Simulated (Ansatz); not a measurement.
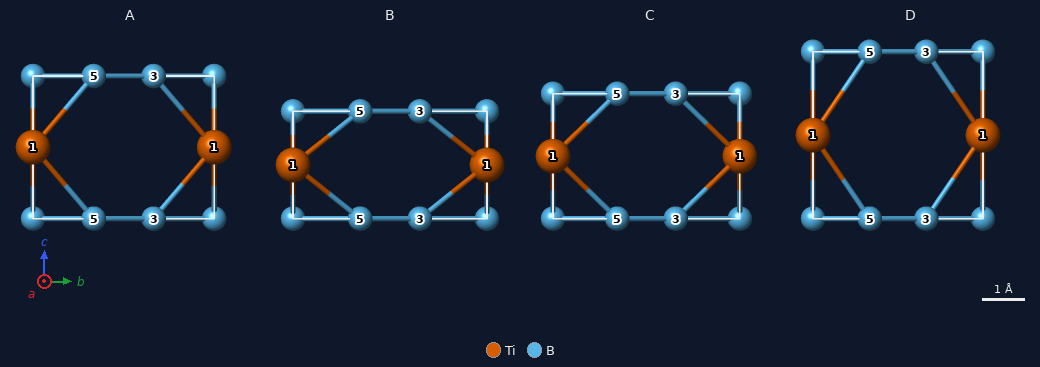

4 geometries from one relaxation of solid TiB$_{6}$ (a generated structure, set up in P6/mmm) (coarse preliminary run), in shuffled order. The picture is a ball-and-stick view of the cell of the calculation, seen along the a axis.

Computed with DFT PBE+D3(BJ), scalar-relativistic, plane waves, PAW in Ansatz 0.2.0. (plane-wave cutoff 420 eV; k-point mesh 6 × 6 × 4; occupations gaussian; smearing width 0.1 eV; no spin polarisation; cell and atoms relaxed; force threshold 0.04 eV/Å; at most 70 steps)

> Put them in the order of the run, from the start to the converged end.

D, A, C, B. They are steps 0, 3, 7, 16, at +2.622 eV per cell of the calculation, +0.509 eV per cell of the calculation, +0.294 eV per cell of the calculation relative to the last. The energy falls by 2.622 eV per cell of the calculation in 13 accepted moves (16 points after the start). The largest force component goes from 0.28 to 0.0077 eV/Å. Pressure: 16.09 GPa at the start and 0.03 GPa at the end. The line search rejected the trial step at point 10 of the run. At 2 points the geometry stayed and the basis and grid were re-selected for the new cell (energy shift of 62.0 meV per cell of the calculation at most each time). The largest moves relative to the cell, 0.069 Å, are those of B atoms. Ti stays in place. The volume changes by −16.2 %, with a = b 4.702 → 5.366 Å (+14.1 %), c 3.998 → 2.570 Å (−35.7 %). Near-neighbour distances that change, for instance: Ti–Ti 3.998 → 2.570 Å, B–B 1.567 → 1.858 Å, B–Ti 2.540 → 2.259 Å, B–B 1.567 → 1.650 Å. Bond angles that change, for instance: Ti–B–Ti 103.8° → 69.3°, Ti–B–B 128.1° → 145.3°, Ti–B–B 72.0° → 65.7°. The space group stays P6/mmm (No. 191). The run took 55 s on 1 thread of Intel(R) Xeon(R) Platinum 8259CL CPU @ 2.50GHz (Skylake/Cascade Lake), with other jobs on the host, peak memory 0.49 GiB.

Limits of the set-up: the k-point mesh is coarse for a cell with partly filled bands.
